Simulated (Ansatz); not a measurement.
# Single-point calculation of Al49N48 (charge +3) (part 2 of 2)

The same run, continued: Al49N48 (defect cell, 97 atoms in the cell, total charge +3); DFT, HSE06, PAW, plane waves (Ansatz 0.2.0); cutoff 420 eV, 1×1×1 k-mesh, Fermi–Dirac smearing of 0.01 eV. 

Output, continued:
```
--- Forces (eV/Å), atoms counted from 1 ---
  atom   1  Al    -0.00010412    -0.00867526     0.00263793
  atom   2  Al    -0.00058657    -0.01419837     0.01622363
  atom   3  Al     0.02460959    -0.01960761     0.00648423
  atom   4  Al     0.06528642    -0.04915036     0.03673336
  atom   5  Al    -0.00286709    -0.00547719     0.00008453
  atom   6  Al     0.00509983    -0.00514875     0.01406622
  atom   7  Al    -0.02404118    -0.01954580     0.00768231
  atom   8  Al    -0.06569215    -0.04952910     0.03631518
  atom   9  Al     0.00045417     0.01074020    -0.00434219
  atom  10  Al    -0.00041651     0.01870750     0.00942235
  atom  11  Al     0.01192474     0.00312834    -0.00104449
  atom  12  Al     0.01057478     0.00417226     0.00688103
  atom  13  Al     0.00322876    -0.00529070    -0.00022615
  atom  14  Al    -0.00443844    -0.00486596     0.01392999
  atom  15  Al     0.00079392    -0.01767453    -0.04862095
  atom  16  Al     0.00045797    -0.00822040    -0.00721926
  atom  17  Al    -0.01536522     0.00819379    -0.04794896
  atom  18  Al    -0.00861304     0.00611105    -0.01178124
  atom  19  Al    -0.01170205     0.00299859    -0.00133861
  atom  20  Al    -0.01076144     0.00444795     0.00683028
  atom  21  Al     0.01573273     0.00807951    -0.04763461
  atom  22  Al     0.00977661     0.00661722    -0.01078429
  atom  23  Al     0.00010812     0.03249671     0.00968829
  atom  24  Al     0.00059694     0.08210767     0.02806962
  atom  25  Al     0.01008631    -0.00303927    -0.02482974
  atom  26  Al     0.00318428    -0.01620478     0.01608401
  atom  27  Al    -0.01122401    -0.00315544    -0.02465784
  atom  28  Al    -0.00428787    -0.01636559     0.01625479
  atom  29  Al    -0.00082840    -0.03858125    -0.03794982
  atom  30  Al    -0.00070585     0.01402984     0.02120170
  atom  31  Al     0.03415763     0.03857434     0.01971759
  atom  32  Al     0.00721028     0.01170937     0.00633949
  atom  33  Al    -0.00005754    -0.04921672     0.01318146
  atom  34  Al    -0.00018854    -0.01378206     0.00482493
  atom  35  Al     0.00204434    -0.00655305     0.01353776
  atom  36  Al    -0.00526307    -0.00182150    -0.00372891
  atom  37  Al    -0.03586194     0.03867407     0.02006738
  atom  38  Al    -0.00755994     0.01200906     0.00666354
  atom  39  Al    -0.00078705     0.02532380     0.00063857
  atom  40  Al    -0.00028527    -0.00014187     0.01234332
  atom  41  Al    -0.00240017    -0.00567682     0.01199783
  atom  42  Al     0.00504877    -0.00242045    -0.00429988
  atom  43  Al    -0.00029528    -0.00112651     0.02014455
  atom  44  Al    -0.00049117     0.00981990    -0.00585944
  atom  45  Al     0.01414953     0.00652854    -0.01326134
  atom  46  Al    -0.01516507     0.00399966     0.01552585
  atom  47  Al    -0.01474404     0.00648082    -0.01303694
  atom  48  Al     0.01410954     0.00396522     0.01592712
  atom  49  Al     0.00139564     0.00634631     0.03818219
  atom  50  N     -0.00511280     0.02894803    -0.00305179
  atom  51  N     -0.00083960     0.01623989    -0.00338015
  atom  52  N      0.00518677     0.02899945    -0.00367588
  atom  53  N      0.00162318     0.01637514    -0.00323458
  atom  54  N     -0.00072297    -0.02777316    -0.00110654
  atom  55  N      0.00146965     0.00163375    -0.01675853
  atom  56  N     -0.01620308    -0.01414352    -0.01002605
  atom  57  N     -0.03971728    -0.03841642     0.02276376
  atom  58  N      0.00003402     0.02790725    -0.01319711
  atom  59  N     -0.00005797     0.05570408     0.02139562
  atom  60  N      0.02123481     0.01121760     0.00342423
  atom  61  N      0.09337504     0.05368629    -0.01568404
  atom  62  N      0.01618149    -0.01407830    -0.01039896
  atom  63  N      0.04058776    -0.03804236     0.02275513
  atom  64  N     -0.00024464     0.00332992    -0.00083015
  atom  65  N      0.00028548    -0.00752398     0.00630897
  atom  66  N     -0.02110399     0.01154645     0.00377210
  atom  67  N     -0.09467093     0.05276055    -0.01480851
  atom  68  N      0.00006312    -0.02844299     0.00318655
  atom  69  N     -0.00126391    -0.11855908    -0.01742017
  atom  70  N      0.02672070    -0.00772242    -0.00276117
  atom  71  N      0.00382593     0.00379011    -0.00239804
  atom  72  N     -0.02609513    -0.00743226    -0.00333713
  atom  73  N     -0.00385300     0.00331198    -0.00238156
  atom  74  N      0.00034030     0.00496720     0.03074130
  atom  75  N      0.00053797     0.01187969    -0.01373824
  atom  76  N     -0.15553473     0.11114776     0.06140161
  atom  77  N     -0.00710968     0.01201772    -0.01640487
  atom  78  N     -0.01232039    -0.00495579     0.02006173
  atom  79  N      0.00134308    -0.00212118    -0.01337137
  atom  80  N      0.15584012     0.11089486     0.06065694
  atom  81  N      0.00752100     0.01204404    -0.01759730
  atom  82  N      0.00110965    -0.02107187     0.00995242
  atom  83  N      0.00000584    -0.01035692    -0.01365253
  atom  84  N     -0.00332191    -0.00990970     0.00713594
  atom  85  N     -0.00556960    -0.00441808    -0.00951202
  atom  86  N      0.01278544    -0.00504516     0.02003556
  atom  87  N     -0.00123217    -0.00203542    -0.01331669
  atom  88  N     -0.00010740     0.02559868    -0.00598068
  atom  89  N     -0.00001305    -0.00335814    -0.07196554
  atom  90  N      0.01581757    -0.00760797    -0.00923826
  atom  91  N     -0.00326708    -0.00022278    -0.07156205
  atom  92  N      0.00412805    -0.01055346     0.00778740
  atom  93  N      0.00608669    -0.00432738    -0.00917710
  atom  94  N     -0.01681353    -0.00854397    -0.00847593
  atom  95  N      0.00357528     0.00057959    -0.07176880
  atom  96  N      0.00029735    -0.18927275     0.04138532
  atom  97  N     -0.00008765    -0.01836357    -0.01181114
  max |Σ_I F_I| component: 1.42e-4 eV/Å
--- Charged-cell corrections in eV (Makov–Payne, q = +3.000 e, ε = 8.500) ---
  F (periodic)     = -44947.432376  (uncorrected; the corrections below are reported, never added to it)
  E_corr1          = +2.148417  (monopole, q²α_M/2εL)
  F Makov-Payne    = -44945.283959  (F + E_corr1; no measured alignment; for a localised charge, not one spread in a band: unchecked)
--- Band table (eV) ---
  k-point 0: bands = ["-10.7268", "-9.9111", "-9.7450", "-9.7171", "-9.3516", "-9.2797", "-9.2420", "-9.1802", "-9.0301", "-8.9747", ... 79 levels left out ..., "2.2758", "2.3907", "2.4221", "2.4524", "2.5049", "2.5957", "2.6763", "2.7418", "2.7888", "2.8072", "2.8317", "2.9643", "3.0067", "3.0402", "3.1207", "3.1375", "3.2073", "3.3401", "3.4046", "3.4452", "3.4957", "3.5527", "3.5856", "3.6267", "3.6911", "3.7132", "3.7478", "3.7778", "3.8202",
      "3.8607", "3.8715", "3.9085", "3.9497", "3.9670", "3.9952", "4.0280", "4.0482", "4.1249", "4.1577", "4.2058", "4.2412", "4.2723", "4.3572", "4.3869", "4.4504", "4.4936", "4.5102", "4.5296", "4.5660", "4.5787", "4.6383", "4.6587", "4.6932", "4.7073", "4.7478", "4.7681", "4.8015", "4.8256", "4.8518", "4.8916", "4.8996", "4.9448", "4.9721", "4.9798", "5.0065", "5.0219", "5.0424", "5.0591", "5.1327",
      "5.1634", "5.1877", "5.2120", "5.2314", "5.2545", "5.2681", "5.3017", "5.3381", "5.3610", "5.3812", "5.4150", "5.4531", "5.4849", "5.4937", "5.5098", "5.5277", "5.5468", "5.5590", "5.5971", "5.6099", "5.6219", "5.6360", "5.6686", "5.6861", "5.7007", "5.7515", "5.7795", "5.8434", "5.8663", "5.8798", "6.0306", "6.0555", "6.1393", "6.2586", "12.4577", "12.5050", "12.7311", "12.8952", "12.9817", "13.1016",
      "13.2009", "13.2306", "13.2627", "13.3606", "13.4747", "13.5570", "13.6162", "13.6521", "13.7055", "13.7381", "13.7831", "13.7949", "13.8664", "13.8896", "13.9500", "13.9767", "14.0075", "14.0490", "14.0745", "14.1327", "14.1967", "14.2236", "14.2644", "14.2915", "14.4360", "14.4788", "14.5113", "14.6027", "14.6726", "14.8030", "14.8627", "14.8849", "14.9630", "15.0510", "15.0742", "15.1235", "15.1739", "15.3262", "15.5176", "15.6406",
      "15.7486", "15.7940", "15.8982", "16.0006", "16.0496", "16.1456", "16.1808", "16.2248", "16.2459", "16.3157", "16.3632", "16.4825", "16.5009", "16.5454", "16.6266", "16.6558", "16.6872", "16.7438", "16.7974", "16.8214", "16.8963", "16.9058", "16.9616", "17.0138", "17.0715", "17.0872", "17.1892", "17.3427", "17.3721", "17.4080", "17.4556", "17.5241", "17.5597", "17.6180", "17.6564", "17.7131", "17.7287", "17.7715", "17.7973", "17.8450",
      "17.8832", "17.8942", "17.9635", "18.0132", "18.0412", "18.0474", "18.1043", "18.1645", "18.2338", "18.2766", "18.3270"]
--- Löwdin populations: 97 sites ---
  site symbol       q [e]
     0     Al      1.8427
     1     Al      1.8507
     2     Al      1.8407
     3     Al      1.8515
     4     Al      1.8432
     5     Al      1.8485
     6     Al      1.8405
     7     Al      1.8517
     8     Al      1.8429
     9     Al      1.8477
    10     Al      1.8446
    11     Al      1.8469
    12     Al      1.8432
    13     Al      1.8485
    14     Al      1.8498
    15     Al      1.8393
    16     Al      1.8506
    17     Al      1.8390
    18     Al      1.8446
    19     Al      1.8470
    20     Al      1.8507
    21     Al      1.8387
    22     Al      1.8434
    23     Al      1.8488
    24     Al      1.8409
    25     Al      1.8469
    26     Al      1.8408
    27     Al      1.8469
    28     Al      1.8392
    29     Al      1.8478
    30     Al      1.8462
    31     Al      1.8461
    32     Al      1.8404
    33     Al      1.8457
    34     Al      1.8383
    35     Al      1.8467
    36     Al      1.8461
    37     Al      1.8461
    38     Al      1.8506
    39     Al      1.8469
    40     Al      1.8385
    41     Al      1.8467
    42     Al      1.8355
    43     Al      1.8483
    44     Al      1.8419
    45     Al      1.8490
    46     Al      1.8419
    47     Al      1.8490
    48     Al      1.9208
    49      N      6.0535
    50      N      6.0442
    51      N      6.0536
    52      N      6.0442
    53      N      6.0571
    54      N      6.0409
    55      N      6.0505
    56      N      6.0562
    57      N      6.0492
    58      N      6.0544
    59      N      6.0457
    60      N      6.0005
    61      N      6.0505
    62      N      6.0562
    63      N      6.0521
    64      N      6.0499
    65      N      6.0456
    66      N      6.0005
    67      N      6.0443
    68      N      6.0026
    69      N      6.0536
    70      N      6.0467
    71      N      6.0536
    72      N      6.0468
    73      N      6.0541
    74      N      6.0506
    75      N      6.0619
    76      N      6.0423
    77      N      6.0511
    78      N      6.0504
    79      N      6.0620
    80      N      6.0424
    81      N      6.0432
    82      N      6.0500
    83      N      6.0467
    84      N      6.0495
    85      N      6.0511
    86      N      6.0504
    87      N      6.0117
    88      N      6.0483
    89      N      6.0063
    90      N      6.0482
    91      N      6.0467
    92      N      6.0495
    93      N      6.0062
    94      N      6.0482
    95      N      6.0579
    96      N      6.0410
  spilling = 0.008842 (of n_electrons = 384.000000)
```

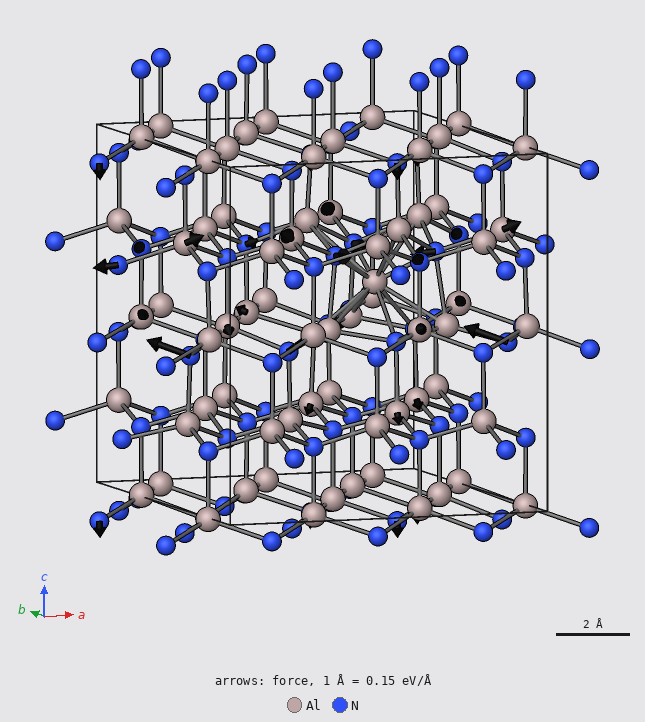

Figure 1. Forces on the atoms as black arrows (ball-and-stick view of the cell of the calculation, seen slightly off an axis; bonded neighbours outside the cell are drawn too); the smallest are left out. The largest act on N76, N80 (0.20 eV/Å); N96 (0.19 eV/Å); N69 (0.12 eV/Å); N61, N67 (0.11 eV/Å), among others. Atoms are counted from 1 in the order of the input and aren't labelled in the picture. 

Summary:

- outcome: converged
- electrons treated: 384
- free energy: −44947.4324 eV
- Fermi energy: 9.358 eV
- largest force (length of the vector): 0.201 eV/Å
- hardware: 7 threads of Arm Neoverse-V2, shared host
- wall time: 4.5 min (CPU time 29 min)
- peak memory: 5.2 GiB

Notes:

The k-point mesh is coarse for a cell of this size, so the results may not be converged.
